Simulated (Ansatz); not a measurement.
## Run report: P, geometry relaxation (part 1 of 2)

The run: geometry relaxation of P (1 atom in the cell). Method and program: DFT PBE+D3(BJ), scalar-relativistic, plane waves, PAW, no spin polarisation (Ansatz 0.2.0).

The structure derives from an entry of the Crystallography Open Database.

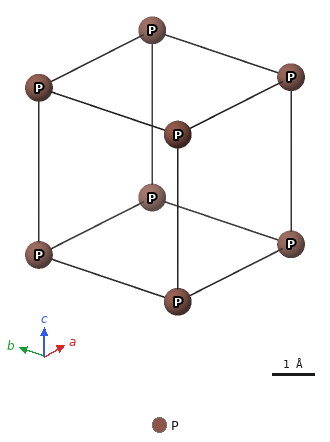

Figure 1. The input geometry (ball-and-stick view of the cell of the calculation, seen at an oblique angle).

## The input
```yaml
crystal:
  lattice:
    - [4.2729048574, 0.0, 0.0]
    - [0.0, 4.2729048574, 0.0]
    - [0.0, 0.0, 4.378]
  atoms:
    - { symbol: P, position: [0.0, 0.0, 0.0] }
basis:
  ecutwfc: 420
kpoints:
  mp_grid: { grid: [10, 10, 10] }
hamiltonian:
  xc: pbe
  dispersion: d3bj
scf:
  occupations: { method: gaussian, width: 0.1 }
output:
  forces: true
  stress: true
  eigenvalues: true
  write_density: true
  write_potential: true
  elf: true
  volumetric_format: npy
relax:
  adjacent_minimum: "off"
  f_tol: 0.005
  max_steps: 80
  cell: { stress_tol: 0.05 }
```

Machine: 1 thread of Arm Neoverse V1, 112 GiB of memory available, shared host.

Command:
```bash
ansatz run input.yaml --threads 1 --pin off --max-ram 2560MiB --backend cpu --events-out ev --progress --plain --runs-dir out
```

## The program's output
```
Engine: ansatz 0.2.0, aarch64-unknown-linux-gnu
Pseudopotentials: kind: paw
Pseudopotential: P, paw, valence charge 5, recommended cutoff 420 eV (normal), P.paw.azcp
Functional definition: PBE
  parameter kappa = 0.804
  parameter beta = 0.06672455060314922
  exchange = pbe_x(kappa = kappa, mu = beta*pi^2/3)
  correlation = pbe_c(beta = beta)
Crystal: 1 atoms, lattice volume = 79.932 Å³
Basis set: ecut = 420 eV, 1567 PW (Γ), exchange–correlation on 60×60×60 points (8 copies of the dense FFT grid, shifted against one another)
Bands: 7, of which v1, the nominal top of the filled ones, is band 3 counted from 1 (2 counted from 0)
Symmetry: 16 space group operations
Space group: P4/mmm (ITA 123), of the structure as read, at distance tolerance 4.3e-5 Å
k-points: 126 of 1000
Non-local potential: P, projectors of the file, l = 0: 2, l = 1: 2, l = 2: 2
PAW form: soft (Blöchl's): semilocal exchange-correlation on the pseudo side does not see the compensation charge
PAW one-centre angular grid: P, 110 points (default); XC on 64 Gauss nodes
Initial density: superposition of atomic densities (neutral atoms: chi_scale 0, normalization atom), corrected by the library's trained network
Initial wavefunctions: pseudopotential atomic-orbital guess
Functional: x = pbe(κ = 0.804, μ = 0.2195149727645171), c = pbe(β = 0.06672455060314922)
SCF iter   1: F=—  HF=-751.536135 eV  |F-HF|=—  |Δ(HF+E_count)|=         —  Δρ=1.84e-3  dr2=5.81e-3  ethr=1.77e-3  ⟨swp⟩=5.2  Hψ=7276  notcnv=0
preconditioner: auto → LDOS  [metal: Δε(μ)=0.013 eV  Ē_g=8.783 eV  σ=0.100 eV  W_gap=0.07  n_scr=6 (ndim 8)  ℏωp=9.3 eV  f_vac=0.154  D(μ)=3.05/eV (n_scr^D=26)  β→1.0]
SCF iter   2: F=—  HF=-751.535849 eV  |F-HF|=—  |Δ(HF+E_count)|=   2.86e-4  Δρ=7.78e-4  dr2=1.22e-3  ethr=1.16e-4  ⟨swp⟩=3.0  Hψ=2510  notcnv=0  defer=4
SCF iter   3: F=—  HF=-751.535665 eV  |F-HF|=—  |Δ(HF+E_count)|=   1.84e-4  Δρ=2.07e-4  dr2=8.66e-5  ethr=2.43e-5  ⟨swp⟩=2.1  Hψ=1210  notcnv=0  defer=4
SCF iter   4: F=—  HF=-751.535659 eV  |F-HF|=—  |Δ(HF+E_count)|=   5.28e-6  Δρ=2.35e-5  dr2=3.52e-7  ethr=1.73e-6  ⟨swp⟩=2.5  Hψ=1219  notcnv=0  defer=4
iter 5 did not close the SCF: its close was put off for the readings that it lacked (scf_convergence_deferred on its scf_iter line)
SCF iter   5: F=-751.535661 eV  HF=-751.535661 eV  |F-HF|=1.16e-8  |Δ(HF+E_count)|=   1.28e-6  Δρ=1.07e-5  dr2=8.05e-8  ethr=7.04e-9  ⟨swp⟩=2.0  Hψ=1223  notcnv=0  defer=4
SCF iter   6: F=-751.535661 eV  HF=-751.535661 eV  |F-HF|=3.01e-9  |Δ(HF+E_count)|=   2.94e-9  Δρ=1.28e-6  dr2=1.69e-9  ethr=1.61e-9  ⟨swp⟩=7.0  Hψ=5226  notcnv=0
SCF 1 converged in 6 iterations: F = -751.535661 eV  dr2 = 1.69e-9
  greatest PAW one-centre occupation: 0.852 electrons in one spin orbital (limit 2), on the P atom at site 0 (counted from 0), in its partial waves of l = 0
relax step   1: F+E_penalty+E_count = -751.53566057 eV  Δ(F+E_penalty+E_count) = +0.000e0 eV  max|allowed force component| = 0.000e0 eV/Å  Δτ_max = 0.0000 Å  P = -3.884 GPa  Ω = 79.932 Å³  (6 SCF iters, dr2 threshold 1.00e-7 eV, accepted)
Crystal: 1 atoms, lattice volume = 69.221 Å³
Basis set: ecut = 420 eV, 1357 PW (Γ), exchange–correlation on 60×60×60 points (8 copies of the dense FFT grid, shifted against one another)
Initial density: handed on by an earlier stage of this run
Initial wavefunctions: those handed on with the density
iter 1 solved again at ethr=4.89e-5 eV; its pass at ethr=3.10e-3 eV (dr2=2.45e-3 eV) is discarded
SCF iter   1: F=—  HF=-751.839066 eV  |F-HF|=—  |Δ(HF+E_count)|=         —  Δρ=1.23e-3  dr2=2.35e-3  ethr=4.89e-5  ⟨swp⟩=1.6  Hψ=9795  notcnv=0
preconditioner: auto → LDOS  [metal: Δε(μ)=0.004 eV  Ē_g=9.058 eV  σ=0.100 eV  W_gap=0.02  n_scr=6 (ndim 8)  ℏωp=10.0 eV  f_vac=0.081  D(μ)=2.48/eV (n_scr^D=18)  β→1.0]
SCF iter   2: F=—  HF=-751.838778 eV  |F-HF|=—  |Δ(HF+E_count)|=   2.89e-4  Δρ=5.53e-4  dr2=4.56e-4  ethr=4.70e-5  ⟨swp⟩=1.9  Hψ=1138  notcnv=0
SCF iter   3: F=—  HF=-751.838777 eV  |F-HF|=—  |Δ(HF+E_count)|=   1.12e-6  Δρ=7.16e-5  dr2=7.94e-6  ethr=9.12e-6  ⟨swp⟩=2.1  Hψ=1209  notcnv=0
SCF iter   4: F=—  HF=-751.838777 eV  |F-HF|=—  |Δ(HF+E_count)|=   8.91e-7  Δρ=2.26e-5  dr2=3.18e-7  ethr=1.59e-7  ⟨swp⟩=2.3  Hψ=1237  notcnv=0
SCF iter   5: F=-751.838778 eV  HF=-751.838778 eV  |F-HF|=1.04e-8  |Δ(HF+E_count)|=   3.40e-7  Δρ=7.53e-6  dr2=4.10e-8  ethr=2.00e-9  ⟨swp⟩=10.8  Hψ=6763  notcnv=0
SCF 2 converged in 5 iterations: F = -751.838778 eV  dr2 = 4.10e-8
relax step   2: F+E_penalty+E_count = -751.83877780 eV  Δ(F+E_penalty+E_count) = -3.031e-1 eV  max|allowed force component| = 0.000e0 eV/Å  Δτ_max = 0.0000 Å  P = -5.242 GPa  Ω = 69.221 Å³  energy of the carried Pulay correction = +2.351e-4 eV  (5 SCF iters, dr2 threshold 1.00e-7 eV, accepted)
Crystal: 1 atoms, lattice volume = 59.444 Å³
Basis set: ecut = 420 eV, 1181 PW (Γ), exchange–correlation on 60×60×60 points (8 copies of the dense FFT grid, shifted against one another)
iter 1 solved again at ethr=4.57e-5 eV; its pass at ethr=3.10e-3 eV (dr2=2.29e-3 eV) is discarded
SCF iter   1: F=—  HF=-752.211393 eV  |F-HF|=—  |Δ(HF+E_count)|=         —  Δρ=1.36e-3  dr2=2.23e-3  ethr=4.57e-5  ⟨swp⟩=1.8  Hψ=9799  notcnv=0
preconditioner: auto → LDOS  [metal: Δε(μ)=0.017 eV  Ē_g=9.378 eV  σ=0.100 eV  W_gap=0.10  n_scr=6 (ndim 8)  ℏωp=10.8 eV  f_vac=0.046  D(μ)=2.05/eV (n_scr^D=18)  β→1.0]
SCF iter   2: F=—  HF=-752.211160 eV  |F-HF|=—  |Δ(HF+E_count)|=   2.33e-4  Δρ=5.73e-4  dr2=3.72e-4  ethr=4.45e-5  ⟨swp⟩=2.0  Hψ=1186  notcnv=0
SCF iter   3: F=—  HF=-752.211192 eV  |F-HF|=—  |Δ(HF+E_count)|=   3.24e-5  Δρ=8.04e-5  dr2=8.51e-6  ethr=7.44e-6  ⟨swp⟩=2.0  Hψ=1207  notcnv=0
SCF iter   4: F=—  HF=-752.211194 eV  |F-HF|=—  |Δ(HF+E_count)|=   2.00e-6  Δρ=2.04e-5  dr2=2.30e-7  ethr=1.70e-7  ⟨swp⟩=2.7  Hψ=1237  notcnv=0
SCF iter   5: F=-752.211195 eV  HF=-752.211195 eV  |F-HF|=6.70e-9  |Δ(HF+E_count)|=   3.49e-7  Δρ=6.37e-6  dr2=2.48e-8  ethr=2.00e-9  ⟨swp⟩=11.1  Hψ=6709  notcnv=0
SCF 3 converged in 5 iterations: F = -752.211195 eV  dr2 = 2.48e-8
relax step   3: F+E_penalty+E_count = -752.21119480 eV  Δ(F+E_penalty+E_count) = -3.724e-1 eV  max|allowed force component| = 0.000e0 eV/Å  Δτ_max = 0.0000 Å  P = -7.025 GPa  Ω = 59.444 Å³  energy of the carried Pulay correction = +4.814e-4 eV  (5 SCF iters, dr2 threshold 1.00e-7 eV, accepted)
Crystal: 1 atoms, lattice volume = 50.682 Å³
Basis set: ecut = 420 eV, 981 PW (Γ), exchange–correlation on 60×60×60 points (8 copies of the dense FFT grid, shifted against one another)
iter 1 solved again at ethr=3.66e-5 eV; its pass at ethr=3.10e-3 eV (dr2=1.83e-3 eV) is discarded
SCF iter   1: F=—  HF=-752.655245 eV  |F-HF|=—  |Δ(HF+E_count)|=         —  Δρ=1.43e-3  dr2=1.80e-3  ethr=3.66e-5  ⟨swp⟩=2.0  Hψ=9856  notcnv=0
preconditioner: auto → LDOS  [metal: Δε(μ)=0.011 eV  Ē_g=9.766 eV  σ=0.100 eV  W_gap=0.06  n_scr=6 (ndim 8)  ℏωp=11.7 eV  f_vac=0.019  D(μ)=1.66/eV (n_scr^D=18)  β→1.0]
SCF iter   2: F=—  HF=-752.655130 eV  |F-HF|=—  |Δ(HF+E_count)|=   1.15e-4  Δρ=5.54e-4  dr2=2.49e-4  ethr=3.60e-5  ⟨swp⟩=2.0  Hψ=1195  notcnv=0
SCF iter   3: F=—  HF=-752.655191 eV  |F-HF|=—  |Δ(HF+E_count)|=   6.04e-5  Δρ=7.66e-5  dr2=6.18e-6  ethr=4.97e-6  ⟨swp⟩=2.3  Hψ=1214  notcnv=0
SCF iter   4: F=—  HF=-752.655192 eV  |F-HF|=—  |Δ(HF+E_count)|=   1.06e-6  Δρ=1.71e-5  dr2=1.48e-7  ethr=1.24e-7  ⟨swp⟩=2.7  Hψ=1222  notcnv=0
SCF iter   5: F=-752.655192 eV  HF=-752.655192 eV  |F-HF|=4.58e-9  |Δ(HF+E_count)|=   2.47e-7  Δρ=4.46e-6  dr2=9.52e-9  ethr=2.00e-9  ⟨swp⟩=11.2  Hψ=6598  notcnv=0
SCF 4 converged in 5 iterations: F = -752.655192 eV  dr2 = 9.52e-9
relax step   4: F+E_penalty+E_count = -752.65519191 eV  Δ(F+E_penalty+E_count) = -4.440e-1 eV  max|allowed force component| = 0.000e0 eV/Å  Δτ_max = 0.0000 Å  P = -9.256 GPa  Ω = 50.682 Å³  energy of the carried Pulay correction = +7.336e-4 eV  (5 SCF iters, dr2 threshold 1.00e-7 eV, accepted)
Crystal: 1 atoms, lattice volume = 42.863 Å³
Basis set: ecut = 420 eV, 833 PW (Γ), exchange–correlation on 60×60×60 points (8 copies of the dense FFT grid, shifted against one another)
iter 1 solved again at ethr=2.46e-5 eV; its pass at ethr=3.10e-3 eV (dr2=1.23e-3 eV) is discarded
SCF iter   1: F=—  HF=-753.170361 eV  |F-HF|=—  |Δ(HF+E_count)|=         —  Δρ=1.44e-3  dr2=1.21e-3  ethr=2.46e-5  ⟨swp⟩=2.0  Hψ=9902  notcnv=0
preconditioner: auto → none  [metal: Δε(μ)=0.027 eV  Ē_g=10.231 eV  σ=0.100 eV  W_gap=0.15  n_scr=6 (ndim 8)  ℏωp=12.7 eV  f_vac=0.003  D(μ)=1.30/eV (n_scr^D=6)]
SCF iter   2: F=—  HF=-753.170381 eV  |F-HF|=—  |Δ(HF+E_count)|=   1.96e-5  Δρ=5.93e-4  dr2=1.49e-4  ethr=2.42e-5  ⟨swp⟩=1.9  Hψ=1182  notcnv=0
SCF iter   3: F=—  HF=-753.170493 eV  |F-HF|=—  |Δ(HF+E_count)|=   1.12e-4  Δρ=1.44e-4  dr2=6.33e-6  ethr=2.98e-6  ⟨swp⟩=2.3  Hψ=1204  notcnv=0
SCF iter   4: F=—  HF=-753.170503 eV  |F-HF|=—  |Δ(HF+E_count)|=   9.98e-6  Δρ=5.99e-6  dr2=1.86e-8  ethr=2.00e-9  ⟨swp⟩=9.9  Hψ=7188  notcnv=0
SCF iter   5: F=-753.170503 eV  HF=-753.170503 eV  |F-HF|=1.26e-9  |Δ(HF+E_count)|=   2.66e-9  Δρ=1.18e-6  dr2=7.59e-10  ethr=3.72e-10  ⟨swp⟩=6.0  Hψ=3959  notcnv=0
SCF 5 converged in 5 iterations: F = -753.170503 eV  dr2 = 7.59e-10
  greatest PAW one-centre occupation: 0.851 electrons in one spin orbital (limit 2), on the P atom at site 0 (counted from 0), in its partial waves of l = 0
relax step   5: F+E_penalty+E_count = -753.17050298 eV  Δ(F+E_penalty+E_count) = -5.153e-1 eV  max|allowed force component| = 0.000e0 eV/Å  Δτ_max = 0.0000 Å  P = -11.841 GPa  Ω = 42.863 Å³  energy of the carried Pulay correction = +9.883e-4 eV  (5 SCF iters, dr2 threshold 1.00e-7 eV, accepted)
Crystal: 1 atoms, lattice volume = 35.914 Å³
Basis set: ecut = 420 eV, 707 PW (Γ), exchange–correlation on 60×60×60 points (8 copies of the dense FFT grid, shifted against one another)
iter 1 solved again at ethr=1.53e-5 eV; its pass at ethr=3.10e-3 eV (dr2=7.65e-4 eV) is discarded
SCF iter   1: F=—  HF=-753.751228 eV  |F-HF|=—  |Δ(HF+E_count)|=         —  Δρ=1.47e-3  dr2=7.35e-4  ethr=1.53e-5  ⟨swp⟩=2.2  Hψ=9998  notcnv=0
preconditioner: auto → none  [metal: Δε(μ)=0.037 eV  Ē_g=10.805 eV  σ=0.100 eV  W_gap=0.21  n_scr=6 (ndim 8)  ℏωp=13.9 eV  f_vac=0.000  D(μ)=0.97/eV (n_scr^D=6)]
SCF iter   2: F=—  HF=-753.751456 eV  |F-HF|=—  |Δ(HF+E_count)|=   2.28e-4  Δρ=7.03e-4  dr2=1.46e-4  ethr=1.47e-5  ⟨swp⟩=1.9  Hψ=1078  notcnv=0
SCF iter   3: F=—  HF=-753.751590 eV  |F-HF|=—  |Δ(HF+E_count)|=   1.34e-4  Δρ=1.01e-4  dr2=2.96e-6  ethr=2.91e-6  ⟨swp⟩=2.3  Hψ=1189  notcnv=0
SCF iter   4: F=—  HF=-753.751594 eV  |F-HF|=—  |Δ(HF+E_count)|=   4.06e-6  Δρ=3.71e-6  dr2=4.71e-9  ethr=2.00e-9  ⟨swp⟩=9.6  Hψ=7179  notcnv=0
SCF iter   5: F=-753.751594 eV  HF=-753.751594 eV  |F-HF|=1.57e-9  |Δ(HF+E_count)|=   1.04e-8  Δρ=1.01e-6  dr2=4.38e-10  ethr=9.42e-11  ⟨swp⟩=5.3  Hψ=3726  notcnv=0
SCF 6 converged in 5 iterations: F = -753.751594 eV  dr2 = 4.38e-10
  greatest PAW one-centre occupation: 0.849 electrons in one spin orbital (limit 2), on the P atom at site 0 (counted from 0), in its partial waves of l = 0
relax step   6: F+E_penalty+E_count = -753.75159426 eV  Δ(F+E_penalty+E_count) = -5.811e-1 eV  max|allowed force component| = 0.000e0 eV/Å  Δτ_max = 0.0000 Å  P = -15.008 GPa  Ω = 35.914 Å³  energy of the carried Pulay correction = +1.242e-3 eV  (5 SCF iters, dr2 threshold 1.00e-7 eV, accepted)
Crystal: 1 atoms, lattice volume = 29.764 Å³
Basis set: ecut = 420 eV, 563 PW (Γ), exchange–correlation on 60×60×60 points (8 copies of the dense FFT grid, shifted against one another)
iter 1 solved again at ethr=1.60e-5 eV; its pass at ethr=3.10e-3 eV (dr2=7.98e-4 eV) is discarded
SCF iter   1: F=—  HF=-754.383077 eV  |F-HF|=—  |Δ(HF+E_count)|=         —  Δρ=1.82e-3  dr2=7.90e-4  ethr=1.60e-5  ⟨swp⟩=2.6  Hψ=10157  notcnv=0
preconditioner: auto → none  [metal: Δε(μ)=0.014 eV  Ē_g=11.527 eV  σ=0.100 eV  W_gap=0.08  n_scr=2 (ndim 8)  ℏωp=15.2 eV  f_vac=0.000  D(μ)=0.88/eV (n_scr^D=6)]
SCF iter   2: F=—  HF=-754.383484 eV  |F-HF|=—  |Δ(HF+E_count)|=   4.07e-4  Δρ=9.49e-4  dr2=2.21e-4  ethr=1.58e-5  ⟨swp⟩=1.0  Hψ=882  notcnv=0
SCF iter   3: F=—  HF=-754.383662 eV  |F-HF|=—  |Δ(HF+E_count)|=   1.78e-4  Δρ=2.82e-5  dr2=2.18e-7  ethr=4.42e-6  ⟨swp⟩=2.3  Hψ=1129  notcnv=0
SCF iter   4: F=—  HF=-754.383662 eV  |F-HF|=—  |Δ(HF+E_count)|=   7.27e-8  Δρ=5.02e-6  dr2=4.57e-9  ethr=2.00e-9  ⟨swp⟩=11.6  Hψ=6754  notcnv=0
SCF iter   5: F=-754.383662 eV  HF=-754.383662 eV  |F-HF|=5.16e-11  |Δ(HF+E_count)|=   1.95e-8  Δρ=6.60e-7  dr2=1.13e-10  ethr=9.14e-11  ⟨swp⟩=5.6  Hψ=3791  notcnv=0
SCF 7 converged in 5 iterations: F = -754.383662 eV  dr2 = 1.13e-10
  greatest PAW one-centre occupation: 0.844 electrons in one spin orbital (limit 2), on the P atom at site 0 (counted from 0), in its partial waves of l = 0
relax step   7: F+E_penalty+E_count = -754.38366218 eV  Δ(F+E_penalty+E_count) = -6.321e-1 eV  max|allowed force component| = 0.000e0 eV/Å  Δτ_max = 0.0000 Å  P = -17.937 GPa  Ω = 29.764 Å³  energy of the carried Pulay correction = +1.489e-3 eV  (5 SCF iters, dr2 threshold 1.00e-7 eV, accepted)
Crystal: 1 atoms, lattice volume = 24.298 Å³
Basis set: ecut = 420 eV, 479 PW (Γ), exchange–correlation on 60×60×60 points (8 copies of the dense FFT grid, shifted against one another)
iter 1 solved again at ethr=4.06e-5 eV; its pass at ethr=3.10e-3 eV (dr2=2.03e-3 eV) is discarded
SCF iter   1: F=—  HF=-755.001571 eV  |F-HF|=—  |Δ(HF+E_count)|=         —  Δρ=3.06e-3  dr2=2.04e-3  ethr=4.06e-5  ⟨swp⟩=2.0  Hψ=10053  notcnv=0
preconditioner: auto → none  [metal: Δε(μ)=0.066 eV  Ē_g=12.465 eV  σ=0.100 eV  W_gap=0.36  n_scr=2 (ndim 8)  ℏωp=16.8 eV  f_vac=0.000  D(μ)=0.65/eV (n_scr^D=2)]
SCF iter   2: F=—  HF=-755.002145 eV  |F-HF|=—  |Δ(HF+E_count)|=   5.74e-4  Δρ=1.60e-3  dr2=5.43e-4  ethr=4.06e-5  ⟨swp⟩=1.0  Hψ=883  notcnv=0
SCF iter   3: F=—  HF=-755.002409 eV  |F-HF|=—  |Δ(HF+E_count)|=   2.64e-4  Δρ=5.82e-5  dr2=6.95e-7  ethr=1.09e-5  ⟨swp⟩=2.1  Hψ=1112  notcnv=0
SCF iter   4: F=—  HF=-755.002410 eV  |F-HF|=—  |Δ(HF+E_count)|=   1.18e-6  Δρ=8.26e-6  dr2=7.09e-9  ethr=2.00e-9  ⟨swp⟩=12.4  Hψ=6910  notcnv=0
SCF iter   5: F=-755.002410 eV  HF=-755.002410 eV  |F-HF|=1.99e-10  |Δ(HF+E_count)|=   2.06e-8  Δρ=9.03e-7  dr2=2.15e-10  ethr=1.42e-10  ⟨swp⟩=5.6  Hψ=3811  notcnv=0
SCF 8 converged in 5 iterations: F = -755.002410 eV  dr2 = 2.15e-10
  greatest PAW one-centre occupation: 0.835 electrons in one spin orbital (limit 2), on the P atom at site 0 (counted from 0), in its partial waves of l = 0
relax step   8: F+E_penalty+E_count = -755.00241035 eV  Δ(F+E_penalty+E_count) = -6.187e-1 eV  max|allowed force component| = 0.000e0 eV/Å  Δτ_max = 0.0000 Å  P = -20.231 GPa  Ω = 24.298 Å³  energy of the carried Pulay correction = +1.725e-3 eV  (5 SCF iters, dr2 threshold 1.00e-7 eV, accepted)
Crystal: 1 atoms, lattice volume = 19.600 Å³
Basis set: ecut = 420 eV, 389 PW (Γ), exchange–correlation on 60×60×60 points (8 copies of the dense FFT grid, shifted against one another)
iter 1 solved again at ethr=1.18e-4 eV; its pass at ethr=3.10e-3 eV (dr2=5.91e-3 eV) is discarded
SCF iter   1: F=—  HF=-755.595380 eV  |F-HF|=—  |Δ(HF+E_count)|=         —  Δρ=5.66e-3  dr2=5.93e-3  ethr=1.18e-4  ⟨swp⟩=1.6  Hψ=9968  notcnv=0
preconditioner: auto → none  [metal: Δε(μ)=0.073 eV  Ē_g=13.686 eV  σ=0.100 eV  W_gap=0.37  n_scr=0 (ndim 8)  ℏωp=18.8 eV  f_vac=0.000  D(μ)=0.47/eV (n_scr^D=0)]
SCF iter   2: F=—  HF=-755.595628 eV  |F-HF|=—  |Δ(HF+E_count)|=   2.48e-4  Δρ=2.79e-3  dr2=1.32e-3  ethr=1.18e-4  ⟨swp⟩=1.0  Hψ=884  notcnv=0
SCF iter   3: F=—  HF=-755.595972 eV  |F-HF|=—  |Δ(HF+E_count)|=   3.44e-4  Δρ=2.54e-4  dr2=9.60e-6  ethr=2.64e-5  ⟨swp⟩=2.1  Hψ=1131  notcnv=0
SCF iter   4: F=—  HF=-755.595978 eV  |F-HF|=—  |Δ(HF+E_count)|=   6.08e-6  Δρ=3.04e-5  dr2=2.12e-7  ethr=1.92e-7  ⟨swp⟩=2.5  Hψ=1194  notcnv=0
SCF iter   5: F=-755.595978 eV  HF=-755.595978 eV  |F-HF|=5.57e-9  |Δ(HF+E_count)|=   8.08e-8  Δρ=4.93e-6  dr2=2.25e-9  ethr=2.00e-9  ⟨swp⟩=10.8  Hψ=6324  notcnv=0
SCF 9 converged in 5 iterations: F = -755.595978 eV  dr2 = 2.25e-9
  greatest PAW one-centre occupation: 0.822 electrons in one spin orbital (limit 2), on the P atom at site 0 (counted from 0), in its partial waves of l = 0
relax step   9: F+E_penalty+E_count = -755.59597756 eV  Δ(F+E_penalty+E_count) = -5.936e-1 eV  max|allowed force component| = 0.000e0 eV/Å  Δτ_max = 0.0000 Å  P = -19.291 GPa  Ω = 19.600 Å³  energy of the carried Pulay correction = +1.936e-3 eV  (5 SCF iters, dr2 threshold 1.00e-7 eV, accepted)
Crystal: 1 atoms, lattice volume = 16.362 Å³
Basis set: ecut = 420 eV, 321 PW (Γ), exchange–correlation on 60×60×60 points (8 copies of the dense FFT grid, shifted against one another)
iter 1 solved again at ethr=1.59e-4 eV; its pass at ethr=3.10e-3 eV (dr2=7.96e-3 eV) is discarded
```
